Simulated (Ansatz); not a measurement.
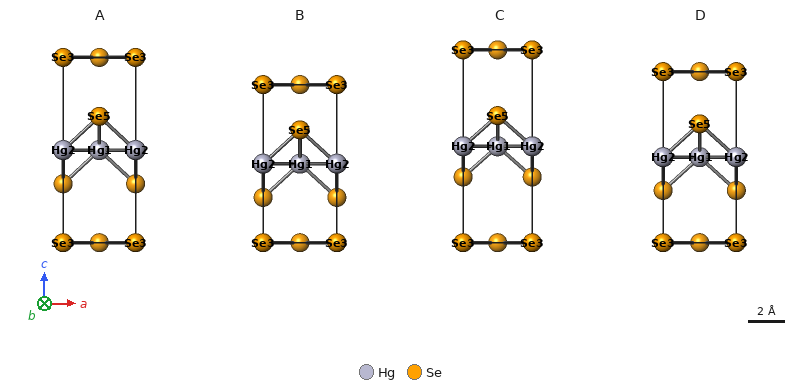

4 geometries from one relaxation of crystalline HgSe2 (a generated structure, set up in P4/nmm) (coarse preliminary run), in shuffled order. Style: ball-and-stick. Shown: the cell of the calculation, along the b axis.

All numbers below come from DFT PBE+D3(BJ), scalar-relativistic, plane waves, PAW (Ansatz 0.2.0). (plane-wave cutoff 420 eV; k-point mesh 4 × 4 × 2; occupations gaussian; smearing width 0.1 eV; no spin polarisation; cell and atoms relaxed; force threshold 0.04 eV/Å; at most 70 steps)

**Order the frames from highest to lowest energy.**

C, A, D, B. They are steps 0, 2, 4, 9, at +225 meV per atom, +27.3 meV per atom, +14.5 meV per atom relative to the last. The largest moves relative to the cell, 0.48 Å, are those of Se atoms. Hg stays in place. The volume changes by −6.6 %, with a = b 3.862 → 4.122 Å (+6.7 %), c 10.778 → 8.838 Å (−18.0 %). Among the contacts that change: Se–Se 4.151 → 3.263 Å, Hg–Se 2.582 → 2.795 Å, Se–Se 2.731 → 2.915 Å, Hg–Hg 2.731 → 2.915 Å. The space group stays P4/nmm (No. 129). After 7 accepted moves (9 points after the start) the energy has fallen by 225 meV per atom. Largest force component: 3.3 eV/Å at the start, 0.023 eV/Å at the end. Pressure: 12.54 GPa at the start and 0.05 GPa at the end. The line search rejected the trial step at point 6 of the run. The SCF was repeated once at an unchanged geometry on a basis and grid sized afresh for the cell, which shifted the energy by 0.1 meV per atom at most. The run took 2.8 min on 1 thread of Intel(R) Xeon(R) Processor @ 2.50GHz (Skylake/Cascade Lake), on a shared host, peak memory 0.49 GiB.

Limits of the set-up: the k-point mesh is coarse for a cell with partly filled bands.
